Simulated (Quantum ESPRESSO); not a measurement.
Single-point calculation, with input and output: Ta (part 2 of 2)

Ta (Im-3m, 1 atom in the cell); Kohn-Sham DFT of a periodic cell, PBE, SSSP 1.3 efficiency PBE, no spin polarisation (Quantum ESPRESSO 7.5); cutoff 748.31 eV, 11×11×11 k-mesh, fermi-dirac of 0.05 eV. The structure derives from an entry of the Crystallography Open Database. The volume is scaled by 1.02.

Geometry of the input (Å; fractional positions):
```
-1.6622  1.6622  1.6622
1.6622  -1.6622  1.6622
1.6622  1.6622  -1.6622
Ta 0.0000  0.0000  0.0000
```

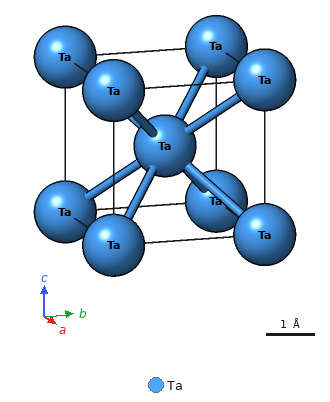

**Figure 1.** The structure as given in the input (ball-and-stick view of the cell 2 times as large as that of the calculation, set on its symmetry axes, seen slightly off an axis).

### Log, continued
```
   -48.9608 -15.1903 -14.9884 -14.9499  11.3919  18.4192  18.5179  20.0410
    21.3830  22.2910  33.5363  34.3815

          k = 0.2362 0.1575 0.0787 (   864 PWs)   bands (ev):

   -48.9349 -15.4542 -15.0820 -14.9603  12.5374  17.8338  18.0250  21.2247
    21.4307  22.5319  33.5140  34.6970

          k = 0.3149 0.2362 0.0787 (   855 PWs)   bands (ev):

   -48.9065 -15.7261 -15.1937 -14.9643  13.6649  17.2719  17.8646  21.5811
    22.7694  23.2508  31.7748  33.0282

          k = 0.3936 0.3149 0.0787 (   851 PWs)   bands (ev):

   -48.8848 -15.9261 -15.2792 -14.9668  14.1381  16.9072  18.5961  21.9338
    23.0064  25.1661  30.0998  31.0388

          k = 0.4724 0.3936 0.0787 (   841 PWs)   bands (ev):

   -48.8767 -15.9992 -15.3110 -14.9677  14.1850  16.7804  19.2550  21.9000
    23.2264  26.1562  29.1817  30.3910

          k = 0.3149 0.1575 0.1575 (   851 PWs)   bands (ev):

   -48.9100 -15.6599 -15.1774 -15.0034  13.7115  17.3256  17.6283  21.2331
    22.8611  23.1523  32.2434  34.4252

          k = 0.3936 0.2362 0.1575 (   852 PWs)   bands (ev):

   -48.8872 -15.8212 -15.3081 -15.0220  14.6432  16.9666  17.6960  21.6053
    22.9749  25.1761  30.2851  32.9035

          k = 0.4724 0.3149 0.1575 (   852 PWs)   bands (ev):

   -48.8735 -15.9066 -15.3981 -15.0288  14.8742  16.8685  18.2658  21.8500
    23.1822  26.9115  28.4474  31.6140

          k = 0.4724 0.2362 0.2362 (   851 PWs)   bands (ev):

   -48.8723 -15.8280 -15.4744 -15.0537  15.4358  16.8065  17.6693  21.9884
    22.8970  27.3308  28.1902  32.1722

          k = 0.5511 0.3149 0.2362 (   854 PWs)   bands (ev):

   -48.8668 -15.7922 -15.5779 -15.0624  15.6443  16.9420  17.5961  22.2641
    22.9741  26.9919  28.7937  30.9739

          k = 0.1575 0.1575 0.1575 (   866 PWs)   bands (ev):

   -48.9415 -15.4161 -14.9957 -14.9957  12.2916  17.8713  17.8713  21.4046
    21.9425  21.9425  34.0373  34.9073

          k = 0.2362 0.2362 0.1575 (   854 PWs)   bands (ev):

   -48.9160 -15.6470 -15.1138 -15.0052  13.5301  17.2884  17.4238  21.9526
    22.4204  23.1980  33.3482  33.7053

          k = 0.3149 0.3149 0.1575 (   853 PWs)   bands (ev):

   -48.8926 -15.8295 -15.2456 -15.0140  14.4462  16.8757  17.7015  22.2076
    22.7983  25.1675  30.7091  31.7455

          k = 0.3936 0.3936 0.1575 (   851 PWs)   bands (ev):

   -48.8786 -15.9285 -15.3306 -15.0193  14.6342  16.6648  18.7137  22.3253
    23.0436  26.6905  28.5763  30.7625

          k =-0.0000-0.0000 0.1575 (   875 PWs)   bands (ev):

   -48.9680 -15.0521 -14.9858 -14.9858  11.0726  18.8705  18.8705  19.2899
    21.0575  22.5433  33.9190  33.9369

          k = 0.3149 0.2362 0.2362 (   857 PWs)   bands (ev):

   -48.8955 -15.7798 -15.2073 -15.0726  14.7552  16.9215  17.0647  22.2211
    22.7831  25.2513  31.0359  33.2918

          k = 0.3936 0.3149 0.2362 (   862 PWs)   bands (ev):

   -48.8798 -15.8312 -15.3537 -15.0991  15.3945  16.7303  17.5732  22.4776
    23.0164  27.1644  28.2766  31.8837

          k = 0.4724 0.3936 0.2362 (   856 PWs)   bands (ev):

   -48.8739 -15.8340 -15.4272 -15.1065  15.4324  16.6711  18.1945  22.5572
    23.1184  27.0283  28.0931  31.2747

          k = 0.0000-0.0787 0.2362 (   867 PWs)   bands (ev):

   -48.9461 -15.2704 -15.0645 -15.0019  12.0194  18.4588  18.5955  20.2025
    20.4083  22.8264  34.1794  35.1899

          k = 0.4724 0.3149 0.3149 (   854 PWs)   bands (ev):

   -48.8721 -15.7343 -15.5252 -15.1432  15.8939  16.9954  17.5048  22.7786
    23.0291  26.3790  28.9780  30.9364

          k =-0.0000-0.1575 0.3149 (   855 PWs)   bands (ev):

   -48.9172 -15.5669 -15.1657 -15.0009  13.2300  17.8702  17.9798  20.6738
    21.7968  23.0008  32.4081  34.7379

          k = 0.0787-0.0787 0.3149 (   862 PWs)   bands (ev):

   -48.9212 -15.4715 -15.1544 -15.0527  13.1005  17.9946  18.3503  20.0627
    21.2821  23.1273  32.9637  35.4459

          k =-0.0000-0.2362 0.3936 (   851 PWs)   bands (ev):

   -48.8906 -15.8299 -15.2570 -14.9988  14.0568  17.3864  18.0003  21.2661
    23.1522  23.7585  30.8665  32.7555

          k = 0.0787-0.1575 0.3936 (   851 PWs)   bands (ev):

   -48.8940 -15.7069 -15.2696 -15.0631  14.2104  17.3263  18.0591  20.5433
    22.8029  23.4388  31.4561  34.7557

          k =-0.0000-0.3149 0.4724 (   841 PWs)   bands (ev):

   -48.8747 -15.9820 -15.3106 -14.9974  14.2363  17.1209  18.6812  21.3060
    23.7138  25.4559  29.7190  31.2855

          k = 0.0787-0.2362 0.4724 (   853 PWs)   bands (ev):

   -48.8731 -15.8851 -15.3599 -15.0631  14.7183  17.2815  17.9237  20.9700
    23.3470  25.2596  30.0434  32.9352

          k = 0.1575-0.1575 0.4724 (   858 PWs)   bands (ev):

   -48.8726 -15.8092 -15.4187 -15.0889  15.1671  16.7306  18.0432  20.9741
    22.7789  25.3748  30.1992  33.8927

          k =-0.7873-0.3149-0.3149 (   847 PWs)   bands (ev):

   -48.8653 -15.9508 -15.3936 -15.0624  14.7572  17.3499  18.0519  20.8758
    24.0156  26.3904  28.9221  32.2389

          k =-0.7086-0.2362-0.3149 (   851 PWs)   bands (ev):

   -48.8598 -15.8495 -15.5355 -15.0946  15.5771  16.8752  17.5714  21.4348
    23.1759  27.4797  28.3527  32.0880

          k =-0.6298-0.2362-0.2362 (   850 PWs)   bands (ev):

   -48.8548 -15.7213 -15.7213 -15.1014  16.3626  16.7794  16.7794  22.5429
    22.5429  27.2190  29.9731  29.9731

          k = 0.3149 0.3149 0.3149 (   856 PWs)   bands (ev):

   -48.8821 -15.7974 -15.2349 -15.2349  16.0555  16.7273  16.7273  22.8567
    22.8567  27.3652  28.3198  32.2611

          k = 0.3936 0.3936 0.3149 (   852 PWs)   bands (ev):

   -48.8741 -15.7308 -15.4110 -15.2513  16.3078  16.6617  17.4751  22.9554
    23.1360  26.2121  28.9127  31.6850

          k = 0.0000 0.0000 0.3149 (   863 PWs)   bands (ev):

   -48.9253 -15.3277 -15.1459 -15.1459  12.9046  18.9002  18.9609  18.9609
    20.2702  23.2415  33.5519  36.1829

          k = 0.4724 0.3936 0.3936 (   847 PWs)   bands (ev):

   -48.8720 -15.5553 -15.5553 -15.3247  16.5403  17.1594  17.1594  23.1518
    23.1518  25.3082  30.3474  30.3474

          k =-0.0000-0.0787 0.3936 (   854 PWs)   bands (ev):

   -48.8980 -15.5468 -15.2506 -15.1806  14.0378  17.6513  18.7614  19.6468
    21.5524  23.2448  32.2493  36.5509

          k =-0.0000-0.1575 0.4724 (   852 PWs)   bands (ev):

   -48.8729 -15.7779 -15.3451 -15.1740  14.8590  17.0709  18.3854  20.2886
    23.4618  23.4839  31.3430  34.7205

          k = 0.0787-0.0787 0.4724 (   854 PWs)   bands (ev):

   -48.8728 -15.6896 -15.3758 -15.2293  14.9991  16.7964  18.9053  20.0896
    22.5171  23.5056  31.9100  35.5693

          k =-0.0000-0.2362 0.5511 (   852 PWs)   bands (ev):

   -48.8579 -15.9147 -15.4004 -15.1670  14.9953  17.2944  18.1593  20.1297
    24.8068  25.2290  29.6167  33.3378

          k = 0.0787-0.1575 0.5511 (   847 PWs)   bands (ev):

   -48.8534 -15.8185 -15.4821 -15.2298  15.5010  16.4649  18.4855  20.6359
    23.2953  25.4402  30.3234  33.3301

          k =-0.7873-0.2362-0.2362 (   847 PWs)   bands (ev):

   -48.8462 -15.8684 -15.5216 -15.2270  15.4616  16.6981  18.1480  20.6460
    24.3033  27.0181  28.5487  31.9590

          k =-0.7086-0.1575-0.2362 (   856 PWs)   bands (ev):

   -48.8418 -15.7892 -15.6430 -15.2353  16.0477  16.1086  17.8124  21.9863
    23.1519  27.6878  28.6141  31.0879

          k =-0.0000-0.0000 0.4724 (   851 PWs)   bands (ev):

   -48.8728 -15.5686 -15.3598 -15.3598  14.9347  16.8653  19.7209  19.7209
    21.7603  22.9841  32.7259  36.2192

          k =-0.0000-0.0787 0.5511 (   859 PWs)   bands (ev):

   -48.8496 -15.7124 -15.4581 -15.3932  15.4723  16.1163  19.8923  20.2520
    23.2279  23.3812  32.3723  33.9281

          k =-0.0000-0.1575 0.6298 (   851 PWs)   bands (ev):

   -48.8358 -15.8253 -15.5157 -15.3823  15.3897  16.0343  19.7971  20.1414
    24.9484  25.4151  29.5109  31.8053

          k = 0.0787-0.0787 0.6298 (   854 PWs)   bands (ev):

   -48.8319 -15.7592 -15.5826 -15.4215  15.5586  15.5803  19.7437  21.5489
    23.4578  25.4117  30.3395  31.7048

          k =-0.7873-0.1575-0.1575 (   849 PWs)   bands (ev):

   -48.8253 -15.7772 -15.6416 -15.4176  15.3556  15.5867  19.5587  22.0473
    24.1666  27.5608  28.1763  30.1512

          k =-0.0000-0.0000 0.6298 (   852 PWs)   bands (ev):

   -48.8282 -15.6795 -15.5599 -15.5599  15.3814  15.3879  21.3863  21.3863
    23.4524  23.6073  31.8698  31.8698

          k =-0.0000-0.0787 0.7086 (   853 PWs)   bands (ev):

   -48.8154 -15.7420 -15.6194 -15.5737  15.0039  15.1338  21.8522  21.8754
    24.7136  25.5924  29.0855  29.8808

          k =-0.7873-0.0787-0.0787 (   853 PWs)   bands (ev):

   -48.8093 -15.7066 -15.7066 -15.5846  14.8695  14.8695  21.8344  23.9800
    23.9800  27.7747  27.7747  27.9242

          k =-0.0000-0.0000 0.7873 (   856 PWs)   bands (ev):

   -48.8033 -15.6966 -15.6801 -15.6801  14.6222  14.6604  23.9032  23.9032
    24.7088  26.0246  27.8144  27.8144

     the Fermi energy is    18.1995 ev

!    total energy              =    -141.88291536 Ry
     estimated scf accuracy    <          2.8E-11 Ry
     smearing contrib. (-TS)   =      -0.00070118 Ry
     internal energy E=F+TS    =    -141.88221417 Ry

     The total energy is F=E-TS. E is the sum of the following terms:
     one-electron contribution =     -16.10260463 Ry
     hartree contribution      =      14.36593064 Ry
     xc contribution           =     -42.24607647 Ry
     ewald contribution        =     -97.89946371 Ry

     convergence has been achieved in   8 iterations

     negative rho (up, down):  1.005E-01 0.000E+00

     Forces acting on atoms (cartesian axes, Ry/au):

     atom    1 type  1   force =     0.00000000    0.00000000    0.00000000

     Total force =     0.000000     Total SCF correction =     0.000000

     Computing stress (Cartesian axis) and pressure

     negative rho (up, down):  1.005E-01 0.000E+00
          total   stress  (Ry/bohr**3)                   (kbar)     P=      -15.06
  -0.00010238   0.00000000   0.00000000          -15.06        0.00        0.00
   0.00000000  -0.00010238   0.00000000            0.00      -15.06        0.00
   0.00000000   0.00000000  -0.00010238            0.00        0.00      -15.06

=------------------------------------------------------------------------------=
   JOB DONE.
=------------------------------------------------------------------------------=
```

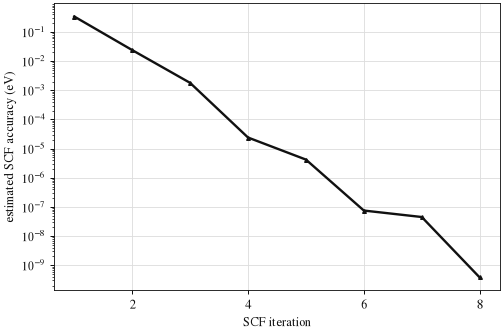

**Figure 2.** Convergence of the self-consistent field: estimated SCF accuracy against the iteration. The field takes 8 iterations in all.

### Key numbers

- outcome: converged
- space group (tolerance 0.01 Å): Im-3m (229)
- electrons treated: 13
- free energy: −1930.4154 eV
- Fermi energy: 18.200 eV
- gap on the k-point mesh: none (metallic)
- pressure: −1.51 GPa
- largest force (length of the vector): under 0.001 eV/Å
- wall time: 8.9 s
- peak memory: 0.16 GiB

### Notes

Notes on the run: negative rho. Spin–orbit coupling is left out, which matters for Ta.
